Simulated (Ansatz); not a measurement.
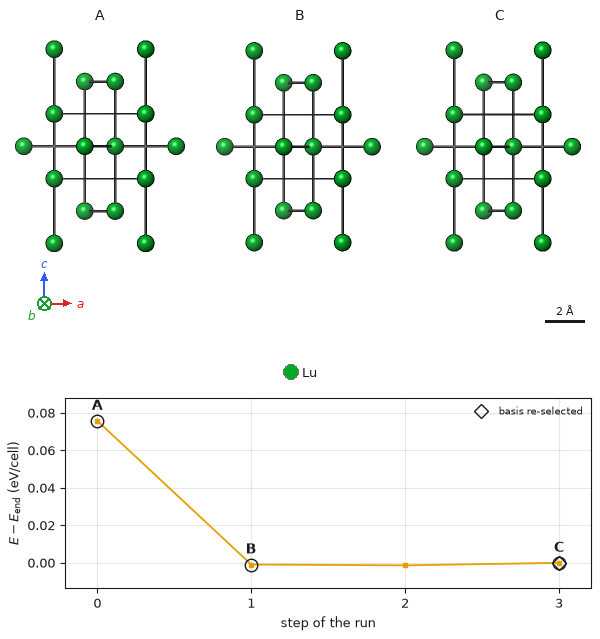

Frames of a relaxation of a crystal of Lu (a generated structure, set up in P6/mmm), marked on the history of the run. The picture is a ball-and-stick view of the cell of the calculation, seen along the b axis.

Phase: omega (AlB2-type).

Method: DFT, PBEsol, plane waves (420 eV) with PAW, scalar-relativistic in Ansatz. Settings: plane-wave cutoff 420 eV; k-point mesh 7 × 7 × 9; occupations fermi dirac; smearing width 0.1 eV; no spin polarisation; cell and atoms relaxed; force threshold 0.01 eV/Å; at most 60 steps.

What happens along the run?

No atom moves by more than 0.005 Å relative to the cell. Cell: a = b 5.503 → 5.324 Å (−3.3 %), c 3.374 → 3.344 Å (−0.9 %). Volume −7.2 %. Among the contacts that change: Lu–Lu 3.177 → 3.074 Å, Lu–Lu 3.597 → 3.499 Å, Lu–Lu 3.374 → 3.344 Å. The space group stays P6/mmm (No. 191). After 2 accepted moves (3 points after the start) the energy has fallen by 75.8 meV per cell of the calculation. All forces vanish by symmetry, so only the cell relaxes. The pressure goes from −3.14 to −0.03 GPa. At 1 point the geometry stayed and the basis and grid were re-selected for the new cell (energy shift of 1.3 meV per cell of the calculation at most each time). The program noted that a PAW file was made for another functional than the run's. The run took 28 s on 2 threads of Arm Neoverse V2, with other jobs on the host, peak memory 0.45 GiB. From step 0 to 1: volume −7.8 %, energy −76.6 meV per cell of the calculation. From step 1 to 3: volume +0.6 %, energy +0.9 meV per cell of the calculation.

| step | E − E(0), meV/atom | pressure, GPa | volume, Å³/atom | note |
| --- | --- | --- | --- | --- |
| 0 | 0.00 | -3.14 | 29.496 |  |
| 1 | -25.55 | 0.28 | 27.195 |  |
| 2 | -25.70 | -0.01 | 27.365 |  |
| 3 | -25.25 | -0.03 | 27.365 | same geometry, new basis |
